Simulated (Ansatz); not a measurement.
GaN (slab)

```cif
data_structure
_symmetry_space_group_name_H-M 'P 1'
_symmetry_Int_Tables_number 1
_cell_length_a 5.5745
_cell_length_b 5.5745
_cell_length_c 30.7784
_cell_angle_alpha 90.000
_cell_angle_beta 90.000
_cell_angle_gamma 120.000
_cell_volume 828.30
loop_
_atom_site_label
_atom_site_type_symbol
_atom_site_fract_x
_atom_site_fract_y
_atom_site_fract_z
_atom_site_occupancy
N1 N 0.33351 0.33308 0.25246 1
N2 N 0.66685 0.99975 0.25246 1
N3 N 0.00018 0.66641 0.25232 1
Ga1 Ga 0.00018 0.33321 0.26371 1
Ga2 Ga 0.33338 0.99961 0.26371 1
Ga3 Ga 0.66698 0.66642 0.26371 1
N4 N 0.00018 0.33336 0.33204 1
N5 N 0.33323 0.99945 0.33204 1
N6 N 0.66714 0.66641 0.33203 1
Ga4 Ga 0.33352 0.33308 0.35003 1
Ga5 Ga 0.66685 0.99974 0.35003 1
Ga6 Ga 0.00018 0.66641 0.35028 1
N7 N 0.33352 0.33308 0.41563 1
N8 N 0.66685 0.99973 0.41564 1
N9 N 0.00018 0.66641 0.41613 1
Ga7 Ga 0.00020 0.33164 0.43562 1
Ga8 Ga 0.33495 0.00119 0.43562 1
Ga9 Ga 0.66540 0.66639 0.43562 1
N10 N 0.00018 0.33144 0.50072 1
N11 N 0.33515 0.00134 0.50072 1
N12 N 0.66524 0.66641 0.50073 1
Ga10 Ga 0.33349 0.33302 0.52370 1
Ga11 Ga 0.66689 0.99977 0.52371 1
Ga12 Ga 0.00020 0.66639 0.52046 1
```

Not relaxed (largest force 1.1 eV/Å).

The calculation used Ansatz, DFT PBE, scalar-relativistic, plane waves, PAW.

Core electrons are frozen (PAW), and the valence fields are smoothed inside the atomic spheres.

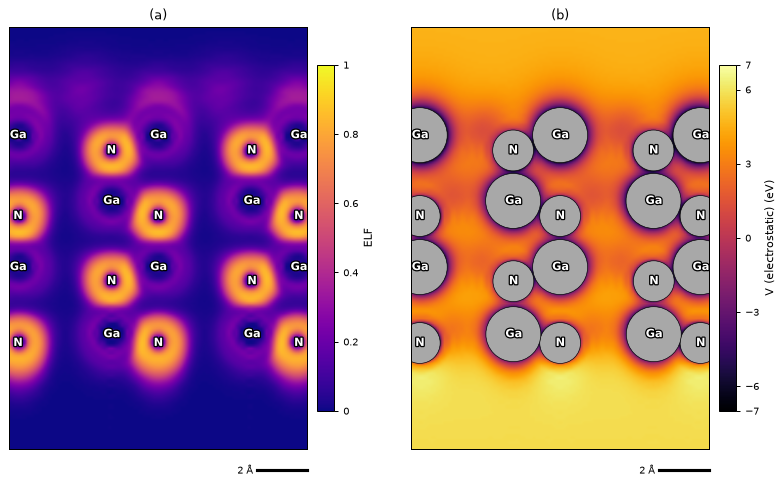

Figure 1. (a) ELF; (b) electrostatic potential energy of an electron on the (100) plane of the calculation cell, a cut from vacuum to vacuum. Grey discs cover the atomic cores in the potential map.

### Describe what can be read from this map.

- The plane passes through N and Ga nuclei.
- Ga–N (1.89 Å): the ELF peaks at about 0.85 in the valence shell of N, 0.6 Å from its nucleus, and is about 0.50 at the midpoint.
- Ga–N (1.94 Å): the ELF peaks at about 0.85 in the valence shell of N, 0.7 Å from its nucleus, and is about 0.50 at the midpoint.
- Ga–N (1.96 Å): the ELF peaks at about 0.85 in the valence shell of N, 0.7 Å from its nucleus, and is about 0.50 at the midpoint.
- Ga–N (2.03 Å): the ELF peaks at about 0.85 in the valence shell of N, 0.7 Å from its nucleus, and is about 0.45 at the midpoint.
- Ga–N (2.10 Å): the ELF peaks at about 0.85 in the valence shell of N, 0.7 Å from its nucleus, and is about 0.35 at the midpoint.
- The ELF also peaks beside N, away from the bonds: lone-pair regions.
- The features right at Ga lie inside the PAW spheres, where the map follows smoothed inner orbitals and isn't to be read closely.

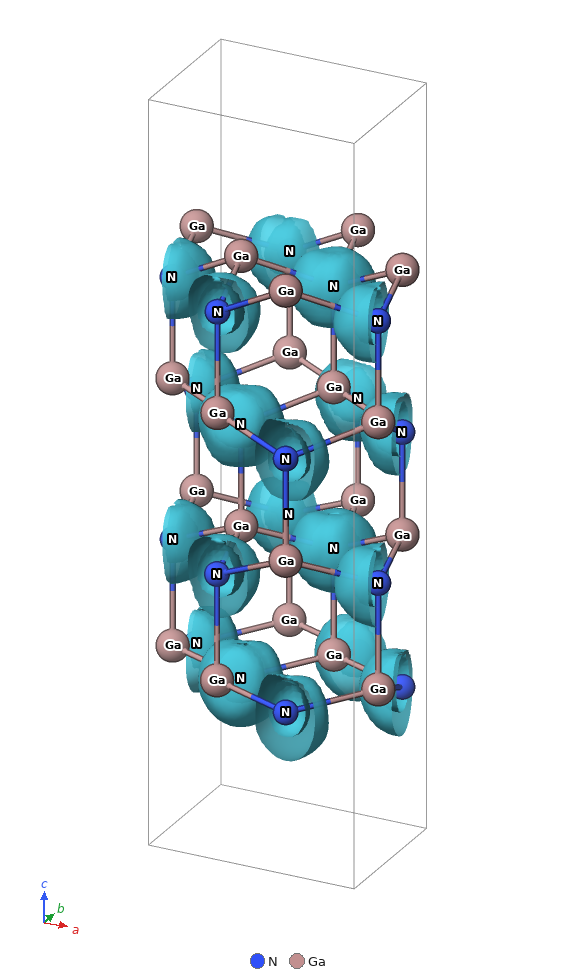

Figure 2. Isosurface of the ELF at 0.75 (cyan), seen slightly off an axis. Only the valence region is drawn (cores and ρ < 0.01 e/Å³ removed). Sticks mark near contacts.

### Describe the localisation domains.

The surface consists of twelve regions wrapped around N (the valence shell of each), counted in one cell of 24 atoms. Counts are for one cell; the picture repeats the cell along the surface.

### Does the calculation give a band gap?

It is metallic or semimetallic at this level of theory: no gap opens.
